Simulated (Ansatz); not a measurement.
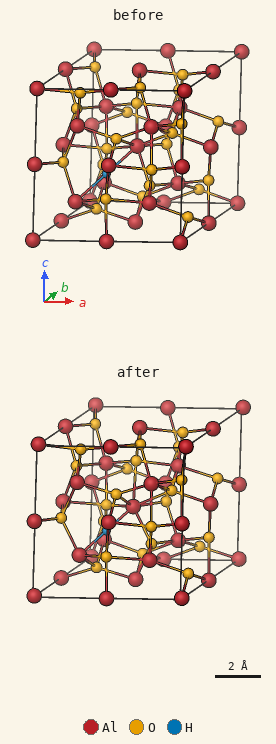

The structure of a defect cell of composition Al$_{16}$HO$_{24}$ (cell charge −1) before (top) and after (bottom) a relaxation, at one scale.

The picture is a ball-and-stick view of the cell of the calculation (origin shifted), seen slightly off an axis.

Case: H interstitial, charge -1, atoms relaxed at the host's cell.

These are results of Ansatz, DFT PBEsol, scalar-relativistic, plane waves, PAW, not measurements. Settings: plane-wave cutoff 420 eV; k-point mesh 2 × 2 × 2; occupations gaussian; smearing width 0.01 eV; mesh shifted by (0.5, 0.5, 0.5); no spin polarisation; atoms relaxed in a fixed cell; force threshold 0.025 eV/Å; at most 45 steps.

Describe what moved and what it gained.

Answer. After 5 geometry steps the energy has fallen by 1.454 eV per cell of the calculation. The largest force component goes from 3 to 0.0095 eV/Å. The largest moves, 0.25 Å, are those of Al atoms. By element the largest moves are Al 0.25 Å, O 0.10 Å. H stays in place. The cell doesn't change. Some distances before and after: Al–H 1.923 → 1.676 Å, Al–O 1.972 → 2.126 Å, Al–O 1.950 → 1.904 Å, Al–O 1.970 → 1.933 Å. Among the angles between lasting bonds that change: Al–O–Al 130.0° → 122.0°, Al–O–Al 119.5° → 114.1°, Al–O–Al 134.8° → 139.8°.

Limits of the set-up: the periodic images lie only 7.0 Å apart, so the values are limited by the cell's size; the cell is charged, on a uniform background, and energies carry no finite-size correction.
